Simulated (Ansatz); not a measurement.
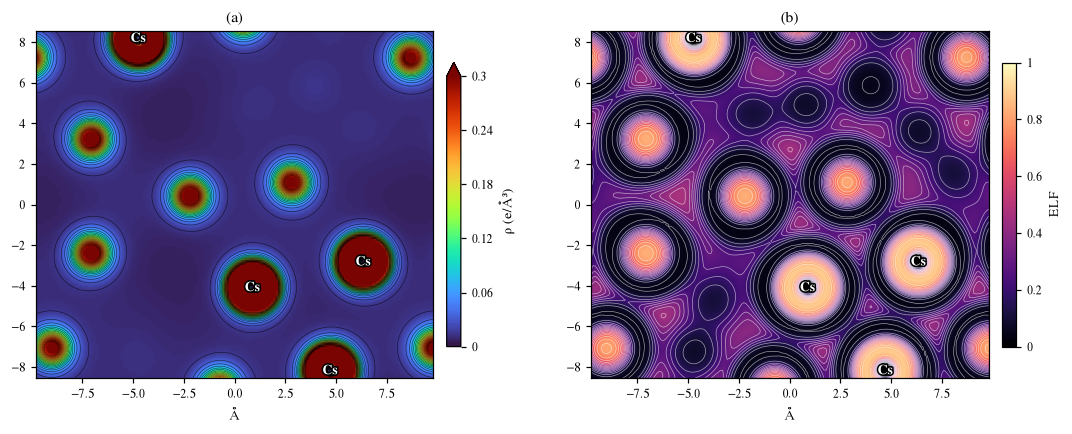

*Cs. (a) valence charge density (pseudo); (b) electron localisation function on the (111) plane of the conventional cell.*

Space group P4₁32; a structure from a database of computed crystals, not necessarily the ambient phase; started from the database_213 prototype, which need not be the ambient phase.

Level of theory: DFT PBE, scalar-relativistic, plane waves, PAW (Ansatz 0.2.0).

The density is the valence pseudo-density of a PAW calculation; it isn't the true density close to the nuclei.

What do the fields say about this system?

Answer. The section cuts through Cs sites. Cs–Cs (5.60 Å): ρ is about 0.01 e/Å³ halfway; the ELF is about 0.15 at the midpoint: no localised pair shows between them. Between the atoms the lowest density in this plane is 0.006 e/Å³. The features right at Cs lie inside the PAW spheres, where the map follows smoothed inner orbitals and isn't to be read closely.

Metal or insulator at this level of theory?

Answer. It is metallic or semimetallic at this level of theory: no gap opens.
